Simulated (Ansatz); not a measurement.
System: Sr, space group Fm-3m (No. 225) (one of a set of cubic test structures, which need not be the stable phase).

Input of one of the runs behind the figure:
```
crystal:
  lattice:
    - [0.0, 2.996527252239, 2.996527252239]
    - [2.996527252239, 0.0, 2.996527252239]
    - [2.996527252239, 2.996527252239, 0.0]
  atoms:
    - { symbol: Sr, position: [0, 0, 0] }
kpoints:
  mp_grid: { grid: [10, 10, 10] }
hamiltonian:
  xc: r2scan
  pseudopotentials: { kind: paw, source: ansatz }
scf:
  occupations: { method: fermi_dirac, width: 0.1 }
  convergence: { dr2_threshold: "1e-9 eV" }
  max_iter: 300
output:
  forces: true
  stress: true
basis:
  xc_grid: 2
```

Command:
```bash
ansatz run input.yaml --threads 1
```

Calculation (Ansatz 0.2.0 development build): equation of state of a cubic crystal from periodic Kohn-Sham density functional theory without spin, third-order Birch-Murnaghan fit to the free energies; pressure corrected for the finite basis. Level: r2SCAN.

| setting | value |
| --- | --- |
| structure type | fcc |
| atoms in cell | 1 |
| space group number | 225 |
| lattice centring | face-centred primitive |
| k mesh | 10×10×10 |
| occupation method | Fermi–Dirac |
| occupation width | 0.1 eV |
| wave cutoff | 400 eV |
| datasets | hand-made PAW |
| density tolerance | 1e−09 eV |
| bands | 9 |
| density cutoff ratio | 4 |
| search for lower states | default |
| xc grid level | 2 |

Predict the energy above the lowest point and pressure against volume. The volume takes the values 50.52, 52.17, 53.81, 55.46, 57.11 Å³/atom.

A third-order Birch–Murnaghan fit gives V0 = 56.84 Å³/atom, B0 = 12.1 GPa. The energy above the lowest point falls from 30.8 meV/atom at volume 50.52 Å³/atom to 0.0 meV/atom at 57.11 Å³/atom. The pressure falls from 1.685 GPa at volume 50.52 Å³/atom to −0.060 GPa at 57.11 Å³/atom.

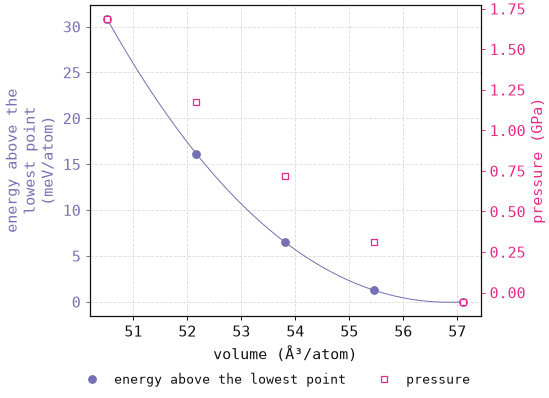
